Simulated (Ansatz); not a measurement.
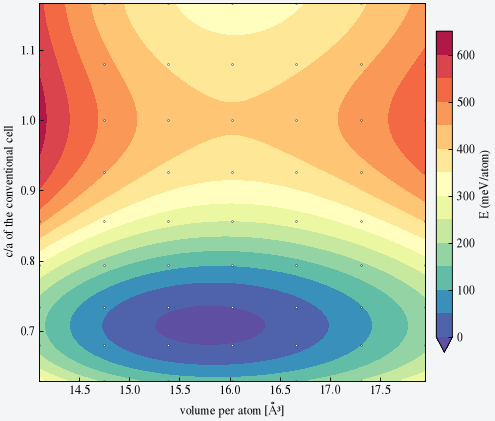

Energy landscape of Mo (Fm-3m, No. 225; 1 atom in the cell). The energy is mapped over volume and the cell's shape. Coordinates scanned: (1) volume per atom; (2) c/a of the conventional cell. Nothing is relaxed (symmetry fixes all fractional coordinates). The scan uses a 7 × 9 grid. Points are written as (first, second). Energies are in meV/atom, from the lowest grid point. Computed with DFT PBE, scalar-relativistic, plane waves, PAW (Ansatz). Settings: cutoff 420 eV, k-mesh 22×22×22, gaussian smearing 0.15 eV, no spin polarisation.

In the figure: filled contours, dots at the grid points. Between grid points the surface is interpolated. 

Question: Where are the wells?

Answer: The lowest grid point is at (16.02 Å³, 0.734). The bottom of the well lies between grid points, at about (15.79 Å³, 0.707), about 16 meV/atom lower on the interpolated surface. The reference structure, at (16.02 Å³, 1.000) [fcc], is a saddle of this map. It is the only kind of minimum in the scanned range. The highest grid point, (14.10 Å³, 1.000) [fcc], lies 616 meV/atom above the lowest. Round the minimum the two coordinates are nearly uncoupled. The reference (Fm-3m) is not the lowest structure on this map: the low region lies near c/a = 0.71, the bcc structure.

The whole map (63 points run) took 6.5 min on 1 thread of Arm Neoverse V2, on a shared host.
